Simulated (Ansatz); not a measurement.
## Sn: 5 runs along one coordinate

System: Sn (P6/mmm, 3 atoms in the cell).
Method: DFT, PBEsol, plane waves (420 eV) with PAW, scalar-relativistic, no spin polarisation (Ansatz 0.2.0).

The 5 runs differ only in the geometry, by an even scaling of the cell at fixed fractional positions.

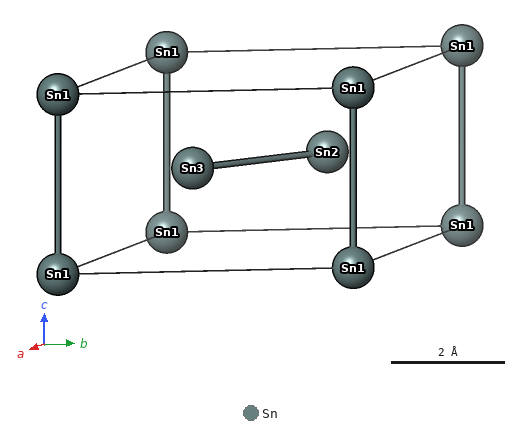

Figure 1. The structure of run 3 (ball-and-stick view of the cell of the calculation, seen slightly off an axis; atoms are numbered from 1 in the order of the input).

### Input of run 3
```yaml
crystal:
  lattice:
    - [5.3101979245, 0.0, 0.0]
    - [-2.6550989623, 4.5987663018, 0.0]
    - [0.0, 0.0, 3.2349435723]
  atoms:
    - { symbol: Sn, position: [0.0, 1.0, 0.0] }
    - { symbol: Sn, position: [0.3333333333, 0.6666666667, 0.5] }
    - { symbol: Sn, position: [0.6666666667, 0.3333333333, 0.5] }
hamiltonian:
  xc: pbesol
  pseudopotentials:
    kind: paw
    azcp:
      Sn: "pseudopotentials/Sn.paw.azcp"
basis:
  ecutwfc: 420
  fft_grid_basis: typed
kpoints:
  mp_grid: { grid: [8, 8, 11], shift: [0, 0, 0] }
magnetization:
  spin_polarized: false
scf:
  occupations: { method: fermi_dirac, width: 0.1 }
  lower_state_search: "off"
output:
  stress: true
```

Run 4 differs from it as follows:
```diff
-    - [5.3101979245, 0.0, 0.0]
-    - [-2.6550989623, 4.5987663018, 0.0]
-    - [0.0, 0.0, 3.2349435723]
+    - [5.3800769634, 0.0, 0.0]
+    - [-2.6900384817, 4.6592833246, 0.0]
+    - [0.0, 0.0, 3.2775135011]
```

### Results, with one run withheld

```tsv
run	volume per atom (Å³)	free energy per atom, from the lowest run given (meV)	pressure (GPa)
1	24.226	39.83	6.05
2	25.280	10.71	2.92
3	26.333	0.00	0.43
4	27.386	?	?
5	29.493	44.95	−4.45
```

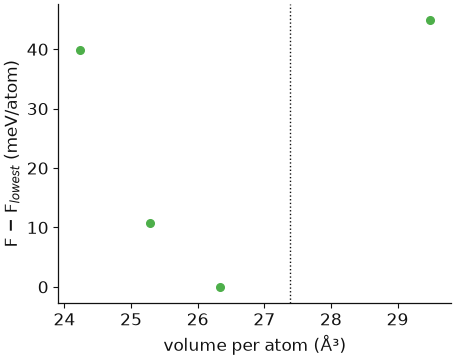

Figure 2. Free energy per atom of the runs given; the dotted line marks run 4.

What should run 4 give?

A quadratic polynomial in V^(−2/3) (the Birch–Murnaghan form), fitted to the 4 runs given, misses them by at most 0.15 meV per atom. With x = V^(−2/3) − 0.11332 Å⁻², it reads F = 0.34097 + 1586.3 x + 7.9398e+05 x² (meV per atom). At run 4 it gives 3.59 meV per atom, and the run itself gives 3.99. The slope of the fit gives a pressure −dF/dV of −1.54 GPa there, and the run prints −1.57 GPa. The fit has its minimum at 26.565 Å³ per atom, where V d²F/dV² gives 53.7 GPa. Cell shape and fractional positions are held, so this is the stiffness under even scaling; the relaxed bulk modulus wasn't computed.

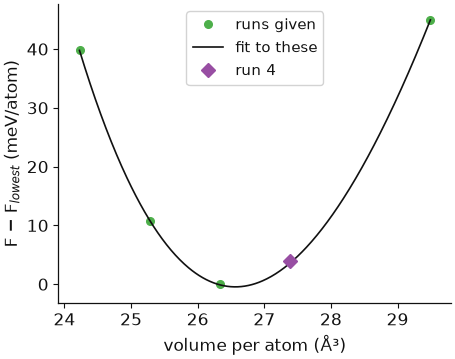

Figure 3. The fit and the withheld run.

### Output, shortened to warnings, some set-up lines, iterations and results (run 4)
```
Warning: [file] the record states the generating functional pbe (its physics header spells it `PBE`), which answers neither for hamiltonian.xc's functional nor for the pbesol family's — results may be inconsistent (PPs are generated against a specific XC)
Basis set: ecut = 420 eV, 1625 PW (Γ)
Symmetry: 24 space group operations
k-points: 60 of 704
Initial density: superposition of atomic densities (neutral atoms: chi_scale 0, normalization atom), corrected by the library's trained network
[...]
SCF iter   1: F=—  HF=-17849.233097 eV  |F-HF|=—  |Δ(HF+E_count)|=         —  Δρ=2.58e-3  dr2=3.34e-3  ethr=1.77e-3  ⟨swp⟩=7.7  Hψ=15161  notcnv=0  defer=26
SCF iter   2: F=—  HF=-17849.229353 eV  |F-HF|=—  |Δ(HF+E_count)|=   3.74e-3  Δρ=1.65e-3  dr2=1.47e-3  ethr=7.95e-6  ⟨swp⟩=2.8  Hψ=3460  notcnv=0  defer=26
SCF iter   3: F=—  HF=-17849.229048 eV  |F-HF|=—  |Δ(HF+E_count)|=   3.05e-4  Δρ=8.22e-4  dr2=3.32e-4  ethr=3.49e-6  ⟨swp⟩=2.0  Hψ=2944  notcnv=0  defer=26
SCF iter   4: F=—  HF=-17849.228795 eV  |F-HF|=—  |Δ(HF+E_count)|=   2.53e-4  Δρ=2.31e-4  dr2=3.15e-5  ethr=7.91e-7  ⟨swp⟩=2.1  Hψ=2748  notcnv=0  defer=26
SCF iter   5: F=—  HF=-17849.228775 eV  |F-HF|=—  |Δ(HF+E_count)|=   2.03e-5  Δρ=3.42e-5  dr2=1.42e-6  ethr=7.50e-8  ⟨swp⟩=2.0  Hψ=2919  notcnv=0  defer=26
SCF iter   6: F=—  HF=-17849.228774 eV  |F-HF|=—  |Δ(HF+E_count)|=   2.89e-7  Δρ=2.53e-5  dr2=3.82e-7  ethr=3.38e-9  ⟨swp⟩=2.4  Hψ=2693  notcnv=0  defer=26
SCF iter   7: F=-17849.228774 eV  HF=-17849.228774 eV  |F-HF|=2.01e-9  |Δ(HF+E_count)|=   2.34e-7  Δρ=2.33e-6  dr2=5.27e-9  ethr=2.38e-10  ⟨swp⟩=3.0  Hψ=6581  notcnv=0
SCF 1 converged in 7 iterations: F = -17849.228774 eV  dr2 = 5.27e-9
SCF converged after 7 iterations
Free energy (F): -17849.228774 eV
Harris-Foulkes:  -17849.228774 eV  (|F-HF|=2.01e-9)
Internal energy: -17849.166365 eV  (E = F + TS)
E sigma→0 (E₀):  -17849.197570 eV
Entropy (-TS):   -0.062409 eV (-20.803 meV/atom)
Fermi energy:    10.557134 eV
--- Per-component energies (eV) ---
  E_band       = -251.444139
  E_kinetic    = 559.076972
  E_local      = -2504.404744  (includes V_loc(G=0)·N_el)
  E_nonlocal   = -92.677923
  E_hartree    = 1567.291591
  E_xc         = -1138.855408
  E_vxc        = -291.688945  (∫ρ·V_xc dr)
  E_paw        = -12190.492811  (= ΣΔE_a)
  E_vpaw       = -1056.332631  (= ΣTr[D̂ρ^β])
  E_aug_tail   = -0.000001  (compensation charges beyond the density's cutoff)
  E_ewald      = -4049.958560
  E_core_change = 0.854519  (= ΣΔE_core)
  E_smearing   = -0.062409  (= −TS)
  E_closure    = -0.000000  (closes the sum)
  Σ components = -17849.228774   (vs F -17849.228774, Δ=0.00e0)
--- Stress (GPa, compression-positive) ---
       -0.697756       0.000000      -0.000000
        0.000000      -0.697756       0.000000
       -0.000000       0.000000      -3.310069
  P = ⅓ Tr σ = -1.5685 GPa (-15.685 kbar)
```

The program warns: the PAW datasets were made with another functional.
